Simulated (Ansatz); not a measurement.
Geometry relaxation, with input and output: Al17N15 (charge −2) (part 2 of 2)

Al17N15 (defect cell, 32 atoms in the cell, total charge −2); DFT PBE, scalar-relativistic, plane waves, PAW, no spin polarisation (Ansatz 0.2.0); cutoff 420 eV, 2×2×2 k-mesh, Gaussian smearing of 0.01 eV. The structure derives from a Materials Project entry. It belongs to a series of runs on one base structure; here: Al on a N site (c), charge -2, atoms relaxed at the host's cell.

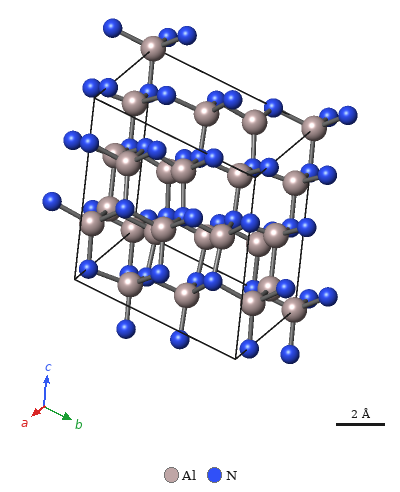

**Figure 1.** The geometry at step 3 of the log (ball-and-stick view of the cell of the calculation, seen slightly off an axis; bonded neighbours outside the cell are drawn too).

### What the program printed, continued
```
  k-point 0: bands = ["-7.4217", "-7.4211", "-7.4206", "-6.8807", "-6.0274", "-6.0269", "-6.0266", "-5.9239", "-5.9227", "-5.9217", "-5.8960", "-5.8957", "-5.6952", "-5.6942", "-5.6939", "1.4198", "1.7098", "1.7103", "1.7113", "1.8122", "1.8127", "2.0266", "2.0270", "2.0275", "2.5721", "2.5734", "2.5740", "2.6743", "3.6110", "3.6113", "3.6119", "3.8324", "4.1619", "4.1622", "4.1628", "4.3882", "4.3884", "4.6366", "4.6371", "4.6376", "4.9591", "4.9600", "4.9603", "5.3364", "5.3368", "5.4333", "5.4642", "5.4649", "5.4655", "5.8330", "5.8337", "5.8347", "6.2149", "6.2156", "6.2160", "6.4001", "6.4003", "6.4564", "6.5233", "6.5235", "6.5240", "9.6044", "9.6056", "9.6071", "11.7211", "11.7236", "11.7261", "12.0970", "12.0976", "12.2762", "12.7384", "12.7389", "12.7427", "13.2080", "13.2090", "13.2103", "13.6345", "13.6359", "13.6364", "14.5440", "15.3209", "15.3232", "15.3245", "16.3224", "16.5651", "16.5658", "16.5663", "16.8172", "16.8174", "16.9713", "16.9722", "16.9732", "17.4193", "17.4200", "17.4212", "18.1707"]
  k-point 1: bands = ["-7.8624", "-7.0175", "-6.8226", "-6.8218", "-6.6650", "-6.1900", "-6.1804", "-6.1710", "-6.1704", "-5.8320", "-5.8029", "-5.6424", "-5.6415", "-5.6139", "-5.4339", "1.1457", "1.3393", "1.6038", "1.6040", "1.9766", "2.1369", "2.1380", "2.3916", "2.4152", "2.4155", "2.6255", "3.0962", "3.1009", "3.1014", "3.1833", "3.3063", "3.6506", "3.8349", "3.8354", "4.4672", "4.5096", "4.5098", "4.5659", "4.9370", "4.9900", "4.9904", "5.0467", "5.0874", "5.2419", "5.2421", "5.3247", "5.4588", "5.5703", "5.5708", "5.6130", "5.8908", "5.9152", "5.9156", "6.1110", "6.1992", "6.1995", "6.2469", "6.3804", "6.3805", "6.4916", "6.8721", "9.2984", "9.6109", "9.6135", "10.4460", "11.0952", "11.2987", "12.4490", "12.4545", "12.7189", "13.2274", "13.7100", "13.7341", "13.8573", "13.8627", "14.0266", "14.3090", "14.4921", "14.4949", "14.5293", "15.3281", "15.5083", "15.5092", "15.5330", "15.8984", "15.8994", "16.3592", "16.4060", "16.5115", "16.5123", "16.8024", "16.8032", "16.8567", "16.8925", "16.9813", "17.0519"]
  k-point 2: bands = ["-7.8624", "-7.0177", "-6.8234", "-6.8210", "-6.6646", "-6.1900", "-6.1806", "-6.1710", "-6.1704", "-5.8322", "-5.8027", "-5.6430", "-5.6409", "-5.6139", "-5.4339", "1.1457", "1.3394", "1.6035", "1.6042", "1.9770", "2.1370", "2.1380", "2.3915", "2.4149", "2.4158", "2.6255", "3.0960", "3.1007", "3.1014", "3.1831", "3.3062", "3.6507", "3.8350", "3.8354", "4.4673", "4.5096", "4.5100", "4.5660", "4.9372", "4.9895", "4.9907", "5.0465", "5.0878", "5.2418", "5.2420", "5.3245", "5.4594", "5.5703", "5.5712", "5.6131", "5.8908", "5.9150", "5.9153", "6.1110", "6.1987", "6.1998", "6.2469", "6.3801", "6.3807", "6.4916", "6.8721", "9.2975", "9.6122", "9.6134", "10.4461", "11.0953", "11.2986", "12.4514", "12.4519", "12.7189", "13.2275", "13.7094", "13.7341", "13.8579", "13.8613", "14.0263", "14.3097", "14.4917", "14.4948", "14.5300", "15.3288", "15.5081", "15.5085", "15.5332", "15.8984", "15.8987", "16.3592", "16.4059", "16.5117", "16.5124", "16.8033", "16.8034", "16.8565", "16.8935", "16.9815", "17.0520"]
  k-point 3: bands = ["-7.8624", "-7.0174", "-6.8227", "-6.8220", "-6.6648", "-6.1902", "-6.1806", "-6.1705", "-6.1704", "-5.8319", "-5.8028", "-5.6424", "-5.6419", "-5.6141", "-5.4336", "1.1457", "1.3397", "1.6036", "1.6038", "1.9766", "2.1372", "2.1377", "2.3916", "2.4152", "2.4155", "2.6254", "3.0965", "3.1010", "3.1013", "3.1832", "3.3063", "3.6505", "3.8353", "3.8355", "4.4672", "4.5095", "4.5097", "4.5660", "4.9370", "4.9899", "4.9905", "5.0465", "5.0871", "5.2420", "5.2422", "5.3247", "5.4590", "5.5704", "5.5708", "5.6129", "5.8906", "5.9151", "5.9153", "6.1112", "6.1992", "6.1993", "6.2471", "6.3803", "6.3806", "6.4919", "6.8722", "9.2989", "9.6114", "9.6126", "10.4459", "11.0948", "11.2988", "12.4512", "12.4523", "12.7192", "13.2278", "13.7097", "13.7340", "13.8586", "13.8614", "14.0265", "14.3094", "14.4925", "14.4945", "14.5291", "15.3282", "15.5086", "15.5089", "15.5332", "15.8984", "15.8991", "16.3592", "16.4059", "16.5117", "16.5125", "16.8024", "16.8027", "16.8570", "16.8923", "16.9814", "17.0517"]
--- Relaxed structure (4 steps of the walk, 4 accepted, 0 SCFs on fresh bases) ---
  F+E_penalty+E_count = -14910.20817615 eV   max|allowed force component| = 8.369e-3 eV/Å
  atoms:
    - { symbol: Al, position: [0.4996432559158862, 0.29306247615703496, 0.25058257435902387] }
    - { symbol: Al, position: [0.2628254637482381, 0.25151968758889404, 0.5020859613865654] }
    - { symbol: Al, position: [-0.012109035471596169, 0.23650877169176138, 0.7387670472918502] }
    - { symbol: Al, position: [0.792176863660902, -0.0001767326140589276, 0.2504200418868824] }
    - { symbol: Al, position: [0.751279885341117, 0.2515825501151655, 0.013913336771079976] }
    - { symbol: Al, position: [0.49957494871202734, -0.00021146340086417026, 0.5436078302041171] }
    - { symbol: Al, position: [0.2479035450769752, -6.962058864984355e-5, 0.762329134444542] }
    - { symbol: Al, position: [0.011249218885795192, 0.7481724669250214, 0.2504102960159732] }
    - { symbol: Al, position: [1.0113292741809938, 0.9999186558661587, 0.9987971489262781] }
    - { symbol: Al, position: [0.7513762215661446, 0.7634322934842921, 0.5022430626332882] }
    - { symbol: Al, position: [0.49954025096851773, 0.7480983664453859, 0.7622468969743943] }
    - { symbol: Al, position: [0.2478240698709435, 0.5116951073718077, 0.2504412221682437] }
    - { symbol: Al, position: [0.20623022668734436, 0.7067412889733343, -0.042835469050170466] }
    - { symbol: Al, position: [-0.012272828308852332, 0.4880863338101856, 0.48687975553959284] }
    - { symbol: Al, position: [0.7358750120866893, 0.4879769906838993, 0.7385343663931082] }
    - { symbol: Al, position: [0.4995411188499686, 0.5115653075800718, -0.0012736769705011175] }
    - { symbol: Al, position: [0.4990106798837066, -0.00025553950651813206, 0.25036921003129586] }
    - { symbol: N, position: [0.24094359824959113, -0.00013374782805225527, 0.5145886596637621] }
    - { symbol: N, position: [-0.00038827910949812416, -1.580581106258583e-5, 0.7505438393673975] }
    - { symbol: N, position: [0.7635887211926553, 0.7413859286687516, 0.2504817951477114] }
    - { symbol: N, position: [0.7635897290454894, -0.00013787275277610256, -0.008034237976892511] }
    - { symbol: N, position: [0.4996398234309841, 0.7412587564524118, 0.5146381382729255] }
    - { symbol: N, position: [0.23538313183354131, 0.7356783462101494, 0.7276456832593575] }
    - { symbol: N, position: [-0.0005013157367534798, 0.4998828633723352, 0.25040429733657704] }
    - { symbol: N, position: [-0.023414742170842606, 0.7356226067699034, -0.013842523319909206] }
    - { symbol: N, position: [0.7581424839854822, 0.5225766181387174, 0.508999670565964] }
    - { symbol: N, position: [0.49935883380481016, 0.49972339506263774, 0.7503919164903681] }
    - { symbol: N, position: [0.24099709514353002, 0.2640671350782147, 0.25043168251897735] }
    - { symbol: N, position: [0.23551267618821153, 0.47736251677334707, -0.013625748506493937] }
    - { symbol: N, position: [0.021948156885845824, 0.25831567942337263, 0.5088625381231975] }
    - { symbol: N, position: [0.7581113005227923, 0.25839575273793536, 0.7731029966765928] }
    - { symbol: N, position: [0.4996172771793593, 0.264026339521193, -0.007975433025098955] }
```

### Trajectory as extended XYZ (Å, eV, eV/Å), 4 frames, from step=1 to step=4
```
32
Lattice="-4.4032 4.4032 -4.4032 4.4032 -4.4032 -4.4032 -4.4032 -4.4032 4.4032" Properties=species:S:1:pos:R:3:forces:R:3 step=1 energy=-14909.90568
Al   -2.0768   -0.2536   -2.4310    0.5537   1.1824   0.8629
Al   -2.2522   -2.1742   -0.0405    0.1922   0.0164  -0.0390
Al   -2.1705   -4.3450    2.2669    0.4658   0.2496   0.1675
Al   -4.5366    2.4357   -2.4135   -0.1569  -1.1420   0.7678
Al   -2.2527    2.1534   -4.3697    0.1323  -0.1735   0.0433
Al   -4.5733   -0.2470    0.2354    0.1996   0.9663  -0.7739
Al   -4.4357   -2.2657    2.2672   -0.4902  -0.2898   0.1951
Al    2.1514   -4.3619   -2.2280    0.1299   0.1152  -0.0595
Al   -4.4355   -4.3449   -4.4601   -0.5284   0.2295  -0.2489
Al   -2.1702   -2.2660   -4.4608    0.4970  -0.2561  -0.2701
Al   -2.2521   -4.4354   -2.1527    0.1423   0.0154   0.1028
Al    0.0499   -2.2491   -2.2282   -0.1254  -0.0846  -0.0268
Al    2.3560   -1.9645   -4.1786    0.1831  -0.7133  -0.4464
Al    0.0504   -4.3604    0.0334   -0.1741   0.1717   0.0210
Al   -4.3534   -2.1742   -2.1525   -0.1961  -0.0469   0.0894
Al    0.0502   -0.0322   -4.4442   -0.1886   0.0086  -0.0209
Al   -3.2780    1.0910   -1.0691   -0.4086  -0.1193  -0.2552
N    -3.3064   -1.2210    1.2218   -0.0435  -0.1583   0.1502
N    -3.3030   -3.3056    3.3066    0.0161   0.0045   0.0343
N    -1.1688   -1.0347   -5.5210   -0.4163   0.6156  -0.0106
N    -3.3062    3.4155   -3.4146    0.0829   0.2007  -0.1824
N    -1.1714   -3.3256   -3.2278   -0.4488  -0.0471   0.5922
N    -1.0300   -5.4338   -1.0768    0.4343   0.6423  -0.0132
N     1.1007   -3.3053   -1.0975    0.0049  -0.0123   0.0039
N     3.3720   -3.2845   -3.2276    0.4210   0.0973   0.6067
N    -3.2995   -1.2201   -3.4158   -0.2165  -0.3318  -0.3191
N    -3.3024   -3.3049   -1.0968    0.0070   0.0038  -0.0145
N    -1.0325   -1.1731   -1.1179    0.3763  -0.6518  -0.0806
N     1.1038   -0.9866   -3.1824    0.0175   0.1455   0.1291
N    -1.1700   -3.2846    1.0347   -0.2664   0.1152  -0.4695
N    -5.5760   -1.1759   -1.0767   -0.4387  -0.6043  -0.0189
N    -1.0315    1.0775   -3.3696    0.2429  -0.1489  -0.5169
32
Lattice="-4.4032 4.4032 -4.4032 4.4032 -4.4032 -4.4032 -4.4032 -4.4032 4.4032" Properties=species:S:1:pos:R:3:forces:R:3 step=2 energy=-14910.17131
Al   -2.0418   -0.2166   -2.4018    0.5056   0.4609   0.2935
Al   -2.2609   -2.1594   -0.0483    0.0983  -0.0876  -0.0249
Al   -2.1628   -4.3435    2.2683    0.1932   0.0220   0.0005
Al   -4.5663    2.3989   -2.3856   -0.2993  -0.3701   0.1623
Al   -2.2644    2.1425   -4.3541    0.0954  -0.0416  -0.0676
Al   -4.5884   -0.2074    0.2015   -0.0876   0.2777  -0.1484
Al   -4.4463   -2.2682    2.2686   -0.1992  -0.0289   0.0031
Al    2.1406   -4.3509   -2.2459    0.0928   0.0305   0.0748
Al   -4.4468   -4.3456   -4.4612   -0.2041   0.0194  -0.0203
Al   -2.1613   -2.2677   -4.4631    0.1952  -0.0253  -0.0234
Al   -2.2636   -4.4518   -2.1405    0.0897   0.0965   0.0221
Al    0.0615   -2.2620   -2.2462   -0.0970  -0.0263   0.0829
Al    2.3825   -1.9962   -4.2026    0.2171  -0.2674  -0.0796
Al    0.0617   -4.3482    0.0499   -0.1025   0.0435  -0.0786
Al   -4.3421   -2.1575   -2.1388   -0.1003  -0.1059   0.0240
Al    0.0591   -0.0478   -4.4537   -0.1006   0.0973  -0.0201
Al   -3.2899    1.0919   -1.0826   -0.0876  -0.0174  -0.0550
N    -3.3355   -1.2069    1.2075    0.1794  -0.0742   0.0675
N    -3.3046   -3.3065    3.3079    0.0049   0.0040  -0.0022
N    -1.1948   -1.0119   -5.5248   -0.0824   0.1213  -0.0322
N    -3.3357    3.3993   -3.3984    0.2473   0.1153  -0.1080
N    -1.1985   -3.3291   -3.2051   -0.0774  -0.0774   0.0956
N    -1.0046   -5.4109   -1.0725    0.0894   0.1244   0.0269
N     1.1013   -3.3061   -1.0985    0.0028   0.0019   0.0040
N     3.4005   -3.2817   -3.2016    0.0431   0.1131   0.0710
N    -3.2702   -1.2048   -3.4001   -0.3378  -0.2046  -0.2007
N    -3.3019   -3.3048   -1.0944    0.0029  -0.0029  -0.0067
N    -1.0060   -1.2001   -1.1217    0.0469  -0.1047  -0.0811
N     1.1312   -1.0011   -3.1970   -0.1867   0.0778   0.0673
N    -1.1945   -3.2844    1.0136   -0.0025   0.1388  -0.0331
N    -5.6005   -1.1957   -1.0720   -0.1119  -0.1346   0.0112
N    -1.0071    1.0772   -3.3943   -0.0265  -0.1754  -0.0246
32
Lattice="-4.4032 4.4032 -4.4032 4.4032 -4.4032 -4.4032 -4.4032 -4.4032 4.4032" Properties=species:S:1:pos:R:3:forces:R:3 step=3 energy=-14910.20817
Al   -2.0130   -0.1937   -2.3871    0.0080  -0.0016   0.0018
Al   -2.2606   -2.1610   -0.0540    0.0023   0.0065   0.0021
Al   -2.1582   -4.3476    2.2648    0.0018  -0.0033   0.0015
Al   -4.5915    2.3862   -2.3847   -0.0040   0.0078  -0.0055
Al   -2.2615    2.1390   -4.3545    0.0049   0.0035   0.0022
Al   -4.5942   -0.1930    0.1948    0.0028  -0.0057   0.0048
Al   -4.4485   -2.2648    2.2654    0.0019   0.0057   0.0001
Al    2.1422   -4.3474   -2.2413    0.0048  -0.0053  -0.0033
Al   -4.4481   -4.3476   -4.4580    0.0010  -0.0035   0.0080
Al   -2.1584   -2.2645   -4.4585    0.0026   0.0026   0.0069
Al   -2.2619   -4.4508   -2.1373    0.0060  -0.0015  -0.0041
Al    0.0591   -2.2646   -2.2416   -0.0042   0.0004  -0.0064
Al    2.3924   -2.0152   -4.2086    0.0022   0.0032   0.0049
Al    0.0594   -4.3470    0.0487   -0.0060  -0.0047   0.0013
Al   -4.3434   -2.1604   -2.1369   -0.0046   0.0034  -0.0006
Al    0.0586   -0.0473   -4.4577   -0.0030  -0.0084   0.0016
Al   -3.3008    1.0959   -1.0937   -0.0034   0.0007  -0.0045
N    -3.3273   -1.2043    1.2055   -0.0039  -0.0031   0.0013
N    -3.3031   -3.3064    3.3066   -0.0004   0.0017   0.0016
N    -1.2007   -1.0052   -5.5238   -0.0010   0.0049  -0.0019
N    -3.3274    3.3982   -3.3970   -0.0014   0.0021  -0.0038
N    -1.2022   -3.3299   -3.1979    0.0038  -0.0042  -0.0009
N    -1.0011   -5.4068   -1.0718   -0.0022  -0.0044  -0.0001
N     1.1007   -3.3059   -1.0963    0.0000   0.0008  -0.0026
N     3.4031   -3.2812   -3.1969   -0.0046  -0.0016  -0.0033
N    -3.2785   -1.2040   -3.3980   -0.0006  -0.0033  -0.0019
N    -3.3025   -3.3057   -1.0950   -0.0001   0.0013  -0.0050
N    -1.0011   -1.2043   -1.1212   -0.0006  -0.0053   0.0050
N     1.1249   -1.0049   -3.1989    0.0023   0.0067   0.0063
N    -1.1998   -3.2814    1.0066   -0.0053  -0.0003  -0.0034
N    -5.6044   -1.2038   -1.0717   -0.0005   0.0006   0.0008
N    -1.0022    1.0725   -3.3976    0.0018   0.0044  -0.0026
32
Lattice="-4.4032 4.4032 -4.4032 4.4032 -4.4032 -4.4032 -4.4032 -4.4032 4.4032" Properties=species:S:1:pos:R:3:forces:R:3 step=4 energy=-14910.20818
Al   -2.0130   -0.1937   -2.3871    0.0079  -0.0017   0.0017
Al   -2.2606   -2.1610   -0.0540    0.0020   0.0064   0.0020
Al   -2.1582   -4.3476    2.2648    0.0020  -0.0036   0.0012
Al   -4.5915    2.3862   -2.3847   -0.0039   0.0077  -0.0055
Al   -2.2615    2.1390   -4.3545    0.0046   0.0034   0.0022
Al   -4.5942   -0.1930    0.1948    0.0029  -0.0057   0.0048
Al   -4.4485   -2.2648    2.2654    0.0017   0.0062  -0.0004
Al    2.1422   -4.3474   -2.2413    0.0045  -0.0053  -0.0033
Al   -4.4481   -4.3476   -4.4580    0.0008  -0.0039   0.0084
Al   -2.1584   -2.2645   -4.4585    0.0029   0.0029   0.0072
Al   -2.2619   -4.4508   -2.1373    0.0056  -0.0014  -0.0040
Al    0.0591   -2.2646   -2.2416   -0.0040   0.0004  -0.0063
Al    2.3924   -2.0152   -4.2086    0.0021   0.0034   0.0050
Al    0.0594   -4.3470    0.0487   -0.0058  -0.0046   0.0013
Al   -4.3434   -2.1604   -2.1369   -0.0043   0.0033  -0.0006
Al    0.0586   -0.0473   -4.4577   -0.0028  -0.0083   0.0015
Al   -3.3008    1.0959   -1.0937   -0.0037   0.0008  -0.0046
N    -3.3273   -1.2043    1.2055   -0.0039  -0.0031   0.0012
N    -3.3031   -3.3064    3.3066   -0.0003   0.0017   0.0016
N    -1.2007   -1.0052   -5.5238   -0.0010   0.0050  -0.0019
N    -3.3274    3.3982   -3.3970   -0.0014   0.0021  -0.0037
N    -1.2022   -3.3299   -3.1979    0.0038  -0.0042  -0.0008
N    -1.0011   -5.4068   -1.0718   -0.0022  -0.0043  -0.0002
N     1.1007   -3.3059   -1.0963   -0.0001   0.0008  -0.0026
N     3.4031   -3.2812   -3.1969   -0.0046  -0.0017  -0.0032
N    -3.2785   -1.2040   -3.3980   -0.0005  -0.0032  -0.0019
N    -3.3025   -3.3057   -1.0950   -0.0001   0.0013  -0.0050
N    -1.0011   -1.2043   -1.1212   -0.0006  -0.0054   0.0050
N     1.1249   -1.0049   -3.1989    0.0024   0.0067   0.0063
N    -1.1998   -3.2814    1.0066   -0.0053  -0.0003  -0.0035
N    -5.6044   -1.2038   -1.0717   -0.0005   0.0005   0.0008
N    -1.0022    1.0725   -3.3976    0.0018   0.0044  -0.0027
```

### Results in brief

```tsv
quantity	value
outcome	converged
electrons treated	128
free energy	−14910.2082 eV
Fermi energy	10.030 eV
gap on the k-point mesh	0.83 eV
final volume	341.47 Å³
largest force (length of the vector) at the end	0.010 eV/Å
hardware	4 threads of Arm Neoverse V1, 24 GiB of memory available, shared host
wall time	24 s (CPU time 91 s)
peak memory	0.9 GiB
```

### Notes

The cell is charged and computed with a neutralising background, so its energy and pressure depend on the cell and aren't those of a real crystal.
